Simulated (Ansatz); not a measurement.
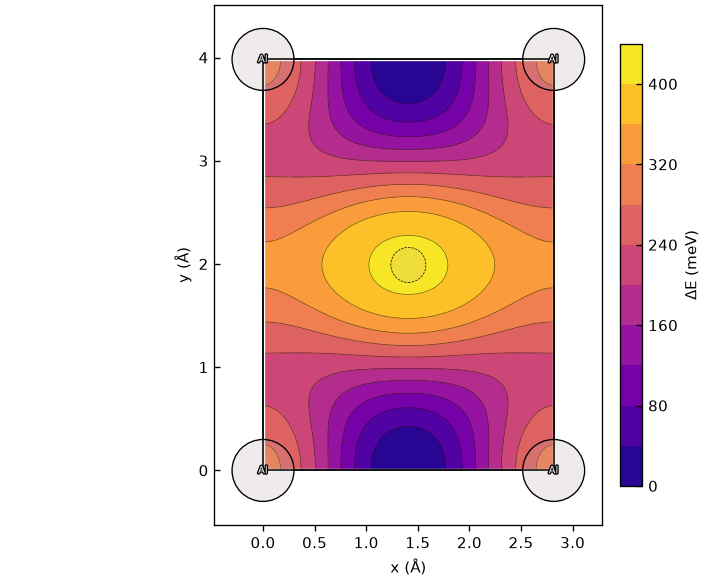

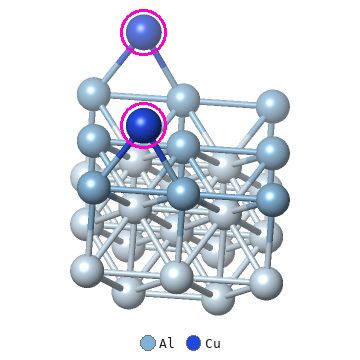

Energy landscape of Cu on an Al(110) slab cut from the Fm-3m phase, its upper half relaxed before the scan (16 atoms of substrate and one adsorbate in a 2 × 2 cell). Cu is moved over the surface cell at a fixed height above a rigid substrate; the origin of the map has the adsorbate above Al13; the height is held at 2.20 Å. Places are given modulo a cell vector. The map is drawn in real space over the plane of the surface. The scan uses a 6 × 8 grid; 20 points were computed and 28 follow by symmetry. Places are given in fractions of the 1 × 1 surface cell. All energies are given in meV relative to the lowest grid point. The runs have no spin polarisation, so an open-shell adsorbate far from the surface lies too high. At a fixed height the lowest place need not be the adsorption site. Level of theory: Ansatz 0.2.0, DFT PBE+D3(BJ), scalar-relativistic, plane waves, PAW. Settings: cutoff 420 eV, k-mesh 5×4×1, gaussian smearing 0.1 eV, no spin polarisation.

The picture shows filled contours, labelled circles for the atoms of the top layer and small ones for the second layer, the outline of one cell of the plane. Between grid points the surface is interpolated. The second picture is the structure at the lowest point; rings mark the moved atoms.

Summarise what can be read from the map.

Answer. The lowest grid point is at a bridge site between two Al atoms, (3/6, 0/8) of the cell vectors. No other kind of well shows on this grid. The highest grid point, a fourfold hollow over a second-layer Al atom, (3/6, 4/8) of the cell vectors, lies 414 meV above the lowest. On the interpolated surface the easiest way out of the lowest well to its copy in the next cell or period passes a barrier of about 230 meV. At the lowest point the adsorbate has 2 Al at 2.61 Å as nearest neighbours, at the highest 4 Al at 3.28 Å.

The values on the grid:

| second ↓, first → | 0/6 | 1/6 | 2/6 | 3/6 | 4/6 | 5/6 |
| --- | --- | --- | --- | --- | --- | --- |
| 7/8 | 254 | 198 | 98 | 54 | 98 | 198 |
| 6/8 | 230 | 219 | 205 | 203 | 205 | 219 |
| 5/8 | 288 | 306 | 345 | 365 | 345 | 306 |
| 4/8 | 328 | 351 | 394 | 414 | 394 | 351 |
| 3/8 | 288 | 306 | 345 | 365 | 345 | 306 |
| 2/8 | 230 | 219 | 205 | 203 | 205 | 219 |
| 1/8 | 254 | 198 | 98 | 54 | 98 | 198 |
| 0/8 | 292 | 212 | 66 | 0 | 66 | 212 |

Time for the 20 points that were run: 11 min on 1 thread of Intel(R) Xeon(R) Platinum 8488C (Sapphire Rapids) (shared host).
